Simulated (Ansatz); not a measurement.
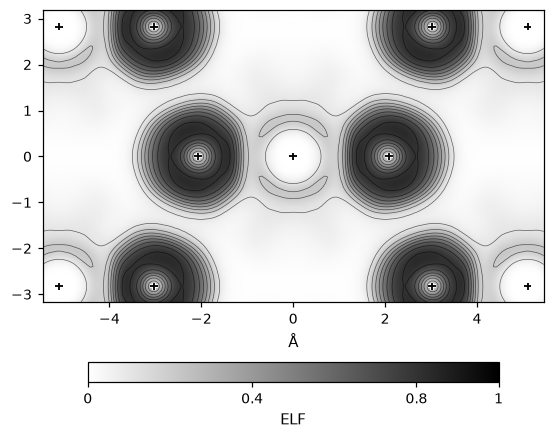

The ELF on a plane through atoms (crosses mark nuclei in the plane).

All numbers below come from DFT r2SCAN, scalar-relativistic, plane waves, PAW (Ansatz).

Candidates:
A. Ge, a = 2.77 Å, b = 5.10 Å, c = 2.65 Å, α = 90.00°, β = 90.00°, γ = 90.00°. Space group Cmmm; a structure from a database of computed crystals, not necessarily the ambient phase.
B. SnO2, a = 4.00 Å, b = 4.00 Å, c = 10.20 Å, α = 90.00°, β = 90.00°, γ = 90.00°. Space group I4₁/amd; a structure from a database of computed crystals, not necessarily the ambient phase.

Question: Which candidate gave the map?

Answer: Candidate B: SnO2 on the (110) plane of the conventional cell, which holds Sn and O. Sn–O (2.08 Å): the ELF peaks at about 0.80 in the valence shell of O, 0.6 Å from its nucleus, and is about 0.25 at the midpoint; no localised pair shows between them.
